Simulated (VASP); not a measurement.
Run report: Ge7Si, geometry relaxation (part 2 of 3)

Ge7Si (P-43m, 8 atoms in the cell); Kohn-Sham DFT of a periodic cell, PBEsol, VASP PAW PBE potentials, recommended, no spin polarisation (VASP 6.6.1); cutoff 600 eV, 6×6×6 k-mesh, Gaussian smearing of 0.03 eV. The structure was built on a prototype by a generator; it need not be a known phase.

Geometry of the input (Å; fractional positions):
```
5.6390  0.0000  -0.0000
0.0000  -5.6390  0.0000
0.0000  -0.0000  -5.6390
Ge 0.7471  0.7471  0.7471
Ge 0.2529  0.2529  0.7471
Ge 0.2529  0.7471  0.2529
Ge 0.7471  0.2529  0.2529
Ge 0.5000  0.0000  0.0000
Ge 0.0000  0.5000  0.0000
Ge 0.0000  0.0000  0.5000
Si 0.5000  0.5000  0.5000
```

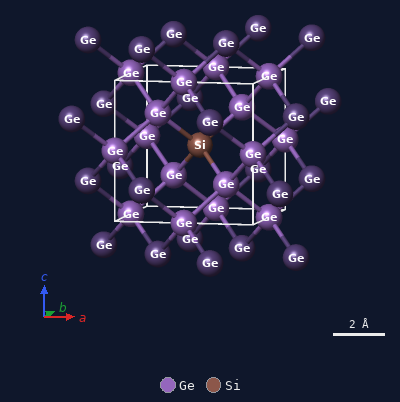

Figure 1. The input geometry (ball-and-stick view of the cell of the calculation, seen slightly off an axis; neighbours outside the cell are drawn fainter). An atom can appear more than once, as a periodic image.

Parts of OUTCAR, continued
```
  FORCE on cell =-STRESS in cart. coord.  units (eV):
  Direction    XX          YY          ZZ          XY          YZ          ZX
  --------------------------------------------------------------------------------------
  -------------------------------------------------------------------------------------
  Total       -0.0449361     -0.0449361     -0.0449361      0.0000000     -0.0000000      0.0000000
  in kB       -0.4015069     -0.4015069     -0.4015069      0.0000000     -0.0000000      0.0000000
  external PRESSURE =      -0.4015069 kB  Pullay stress =       0.0000000 kB

 VOLUME and BASIS-vectors are now :
 -----------------------------------------------------------------------------
  energy-cutoff  :      600.00
  volume of cell :      179.31
      direct lattice vectors                 reciprocal lattice vectors
     5.639028614  0.000000000  0.000000000     0.177335507  0.000000000  0.000000000
     0.000000000 -5.639028614  0.000000000     0.000000000 -0.177335507  0.000000000
     0.000000000  0.000000000 -5.639028614     0.000000000  0.000000000 -0.177335507

 POSITION                                       TOTAL-FORCE (eV/Angst)
 -----------------------------------------------------------------------------------
      4.21280     -4.21280     -4.21280        -0.000865      0.000865      0.000865
      1.42623     -1.42623     -4.21280         0.000865     -0.000865      0.000865
      1.42623     -4.21280     -1.42623         0.000865      0.000865     -0.000865
      4.21280     -1.42623     -1.42623        -0.000865     -0.000865     -0.000865
      2.81951      0.00000      0.00000         0.000000      0.000000     -0.000000
      0.00000     -2.81951      0.00000        -0.000000     -0.000000     -0.000000
      0.00000      0.00000     -2.81951         0.000000     -0.000000     -0.000000
      2.81951     -2.81951     -2.81951        -0.000000     -0.000000     -0.000000
 -----------------------------------------------------------------------------------
    total drift:                               -0.000000      0.000000     -0.000000

  FREE ENERGIE OF THE ION-ELECTRON SYSTEM (eV)
  ---------------------------------------------------
  free  energy   TOTEN  =       -40.2596037336 eV

  energy  without entropy=      -40.2596035528  energy(sigma->0) =      -40.25960364

--------------------------------------- Ionic step        2  -------------------------------------------

 number of electron     101.9999969 magnetization

------------------------ aborting loop because EDIFF is reached ----------------------------------------

  FORCE on cell =-STRESS in cart. coord.  units (eV):
  Direction    XX          YY          ZZ          XY          YZ          ZX
  --------------------------------------------------------------------------------------
  -------------------------------------------------------------------------------------
  Total       -0.0470432     -0.0470432     -0.0470432      0.0000000      0.0000000     -0.0000000
  in kB       -0.4206755     -0.4206755     -0.4206755      0.0000000      0.0000000     -0.0000000
  external PRESSURE =      -0.4206755 kB  Pullay stress =       0.0000000 kB

 VOLUME and BASIS-vectors are now :
 -----------------------------------------------------------------------------
  energy-cutoff  :      600.00
  volume of cell :      179.17
      direct lattice vectors                 reciprocal lattice vectors
     5.637500552  0.000000000  0.000000000     0.177383575 -0.000000000  0.000000000
    -0.000000000 -5.637500552  0.000000000     0.000000000 -0.177383575 -0.000000000
     0.000000000  0.000000000 -5.637500552     0.000000000 -0.000000000 -0.177383575

 POSITION                                       TOTAL-FORCE (eV/Angst)
 -----------------------------------------------------------------------------------
      4.21161     -4.21161     -4.21161         0.000176     -0.000176     -0.000176
      1.42589     -1.42589     -4.21161        -0.000176      0.000176     -0.000176
      1.42589     -4.21161     -1.42589        -0.000176     -0.000176      0.000176
      4.21161     -1.42589     -1.42589         0.000176      0.000176      0.000176
      2.81875     -5.63750      0.00000        -0.000000      0.000000      0.000000
      5.63750     -2.81875      0.00000        -0.000000      0.000000      0.000000
      0.00000      0.00000     -2.81875         0.000000      0.000000      0.000000
      2.81875     -2.81875     -2.81875         0.000000      0.000000      0.000000
 -----------------------------------------------------------------------------------
    total drift:                               -0.000000      0.000000     -0.000000

  FREE ENERGIE OF THE ION-ELECTRON SYSTEM (eV)
  ---------------------------------------------------
  free  energy   TOTEN  =       -40.2596143841 eV

  energy  without entropy=      -40.2596142418  energy(sigma->0) =      -40.25961431

--------------------------------------- Ionic step        3  -------------------------------------------

 number of electron     101.9999973 magnetization

------------------------ aborting loop because EDIFF is reached ----------------------------------------

  FORCE on cell =-STRESS in cart. coord.  units (eV):
  Direction    XX          YY          ZZ          XY          YZ          ZX
  --------------------------------------------------------------------------------------
  -------------------------------------------------------------------------------------
  Total        0.2333142      0.2333142      0.2333142     -0.0000000      0.0000000     -0.0000000
  in kB        2.0914706      2.0914706      2.0914706     -0.0000000      0.0000000     -0.0000000
  external PRESSURE =       2.0914706 kB  Pullay stress =       0.0000000 kB

 VOLUME and BASIS-vectors are now :
 -----------------------------------------------------------------------------
  energy-cutoff  :      600.00
  volume of cell :      178.73
      direct lattice vectors                 reciprocal lattice vectors
     5.632916368  0.000000000  0.000000000     0.177527933 -0.000000000  0.000000000
    -0.000000000 -5.632916368  0.000000000     0.000000000 -0.177527933 -0.000000000
     0.000000000  0.000000000 -5.632916368     0.000000000 -0.000000000 -0.177527933

 POSITION                                       TOTAL-FORCE (eV/Angst)
 -----------------------------------------------------------------------------------
      4.20806     -4.20806     -4.20806         0.001715     -0.001715     -0.001715
      1.42485     -1.42485     -4.20806        -0.001715      0.001715     -0.001715
      1.42485     -4.20806     -1.42485        -0.001715     -0.001715      0.001715
      4.20806     -1.42485     -1.42485         0.001715      0.001715      0.001715
      2.81646      0.00000      0.00000         0.000000      0.000000      0.000000
     -0.00000     -2.81646      0.00000         0.000000      0.000000      0.000000
      0.00000      0.00000     -2.81646        -0.000000      0.000000      0.000000
      2.81646     -2.81646     -2.81646         0.000000      0.000000      0.000000
 -----------------------------------------------------------------------------------
    total drift:                               -0.000000      0.000000     -0.000000

  FREE ENERGIE OF THE ION-ELECTRON SYSTEM (eV)
  ---------------------------------------------------
  free  energy   TOTEN  =       -40.2593280524 eV

  energy  without entropy=      -40.2593279843  energy(sigma->0) =      -40.25932802

--------------------------------------- Ionic step        4  -------------------------------------------

 number of electron     101.9999970 magnetization

------------------------ aborting loop because EDIFF is reached ----------------------------------------

  FORCE on cell =-STRESS in cart. coord.  units (eV):
  Direction    XX          YY          ZZ          XY          YZ          ZX
  --------------------------------------------------------------------------------------
  -------------------------------------------------------------------------------------
  Total        0.0403333      0.0403333      0.0403333     -0.0000000      0.0000000      0.0000000
  in kB        0.3608205      0.3608205      0.3608205     -0.0000000      0.0000000      0.0000000
  external PRESSURE =       0.3608205 kB  Pullay stress =       0.0000000 kB

 VOLUME and BASIS-vectors are now :
 -----------------------------------------------------------------------------
  energy-cutoff  :      600.00
  volume of cell :      179.09
      direct lattice vectors                 reciprocal lattice vectors
     5.636735701  0.000000000  0.000000000     0.177407644 -0.000000000  0.000000000
    -0.000000000 -5.636735701  0.000000000     0.000000000 -0.177407644 -0.000000000
     0.000000000  0.000000000 -5.636735701     0.000000000 -0.000000000 -0.177407644

 POSITION                                       TOTAL-FORCE (eV/Angst)
 -----------------------------------------------------------------------------------
      4.21102     -4.21102     -4.21102        -0.001030      0.001030      0.001030
      1.42571     -1.42571     -4.21102         0.001030     -0.001030      0.001030
      1.42571     -4.21102     -1.42571         0.001030      0.001030     -0.001030
      4.21102     -1.42571     -1.42571        -0.001030     -0.001030     -0.001030
      2.81837     -0.00000      0.00000         0.000000     -0.000000     -0.000000
     -0.00000     -2.81837      0.00000        -0.000000     -0.000000     -0.000000
      0.00000      0.00000     -2.81837         0.000000      0.000000     -0.000000
      2.81837     -2.81837     -2.81837         0.000000     -0.000000     -0.000000
 -----------------------------------------------------------------------------------
    total drift:                               -0.000000      0.000000     -0.000000

  FREE ENERGIE OF THE ION-ELECTRON SYSTEM (eV)
  ---------------------------------------------------
  free  energy   TOTEN  =       -40.2595997653 eV

  energy  without entropy=      -40.2595996392  energy(sigma->0) =      -40.25959970

--------------------------------------- Ionic step        5  -------------------------------------------

 number of electron     101.9999970 magnetization

------------------------ aborting loop because EDIFF is reached ----------------------------------------

  FORCE on cell =-STRESS in cart. coord.  units (eV):
  Direction    XX          YY          ZZ          XY          YZ          ZX
  --------------------------------------------------------------------------------------
  -------------------------------------------------------------------------------------
  Total        0.0487977      0.0487977      0.0487977      0.0000000     -0.0000000      0.0000000
  in kB        0.4364612      0.4364612      0.4364612      0.0000000     -0.0000000      0.0000000
  external PRESSURE =       0.4364612 kB  Pullay stress =       0.0000000 kB

 VOLUME and BASIS-vectors are now :
 -----------------------------------------------------------------------------
  energy-cutoff  :      600.00
  volume of cell :      179.13
      direct lattice vectors                 reciprocal lattice vectors
     5.637086184  0.000000000  0.000000000     0.177396614 -0.000000000  0.000000000
    -0.000000000 -5.637086184  0.000000000     0.000000000 -0.177396614 -0.000000000
     0.000000000  0.000000000 -5.637086184     0.000000000 -0.000000000 -0.177396614

 POSITION                                       TOTAL-FORCE (eV/Angst)
 -----------------------------------------------------------------------------------
      4.21129     -4.21129     -4.21129        -0.000438      0.000438      0.000438
      1.42579     -1.42579     -4.21129         0.000438     -0.000438      0.000438
      1.42579     -4.21129     -1.42579         0.000438      0.000438     -0.000438
      4.21129     -1.42579     -1.42579        -0.000438     -0.000438     -0.000438
      2.81854     -0.00000      0.00000        -0.000000      0.000000      0.000000
     -0.00000     -2.81854      0.00000         0.000000     -0.000000      0.000000
      0.00000      0.00000     -2.81854        -0.000000      0.000000      0.000000
      2.81854     -2.81854     -2.81854         0.000000      0.000000      0.000000
 -----------------------------------------------------------------------------------
    total drift:                               -0.000000      0.000000     -0.000000

  FREE ENERGIE OF THE ION-ELECTRON SYSTEM (eV)
  ---------------------------------------------------
  free  energy   TOTEN  =       -40.2596080869 eV

  energy  without entropy=      -40.2596079535  energy(sigma->0) =      -40.25960802

--------------------------------------- Ionic step        6  -------------------------------------------

 number of electron     101.9999970 magnetization

 Free energy of the ion-electron system (eV)
  ---------------------------------------------------
  ext. energy  EPLUGINS =         0.00000000
  ---------------------------------------------------
  free energy    TOTEN  =       -40.25961179 eV

  energy without entropy =      -40.25961166  energy(sigma->0) =      -40.25961172

 E-fermi :   5.0011     XC(G=0): -10.0495     alpha+bet :-10.5522

 val. band max:        4.9155290420   @ k =   0.0000   0.0000   0.0000
 cond. band min:       5.0866525722   @ k =   0.5000   0.5000   0.5000
 fundamental gap:      0.1711235303
 Fermi energy:         5.0010910828

 k-point     1 :       0.0000    0.0000    0.0000
  band No.  band energies     occupation
      1     -19.7952      2.00000
      2     -19.7952      2.00000
      3     -19.7952      2.00000
      4     -19.7797      2.00000
      5     -19.7797      2.00000
      6     -19.7797      2.00000
      7     -19.7297      2.00000
      8     -19.7297      2.00000
      9     -19.7297      2.00000
     10     -19.7220      2.00000
     11     -19.7220      2.00000
     12     -19.7082      2.00000
     13     -19.6716      2.00000
     14     -19.6716      2.00000
     15     -19.6189      2.00000
     16     -19.6109      2.00000
     17     -19.6109      2.00000
     18     -19.6109      2.00000
     19     -19.5970      2.00000
     20     -19.5970      2.00000
     21     -19.5970      2.00000
     22     -19.5798      2.00000
     23     -19.5798      2.00000
     24     -19.5468      2.00000
     25     -19.5333      2.00000
     26     -19.5333      2.00000
     27     -19.5333      2.00000
     28     -19.5102      2.00000
     29     -19.5102      2.00000
     30     -19.4853      2.00000
     31     -19.4853      2.00000
     32     -19.4853      2.00000
     33     -19.4600      2.00000
     34     -19.4600      2.00000
     35     -19.4600      2.00000
     36      -7.7510      2.00000
     37      -3.9359      2.00000
     38      -3.9359      2.00000
     39      -3.9359      2.00000
     40      -3.8970      2.00000
     41      -3.8970      2.00000
     42      -3.3700      2.00000
     43       1.8387      2.00000
     44       1.8387      2.00000
     45       1.8387      2.00000
     46       1.9107      2.00000
     47       1.9107      2.00000
     48       1.9107      2.00000
     49       4.9155      1.99995
     50       4.9155      1.99995
     51       4.9155      1.99995
     52       5.2646      0.00000
     53       5.4636      0.00000
     54       5.4636      0.00000
     55       5.5674      0.00000
     56       5.5674      0.00000
     57       5.5674      0.00000
     58       6.0010      0.00000
     59       7.4633      0.00000
     60       7.4633      0.00000
     61       7.4633      0.00000
```
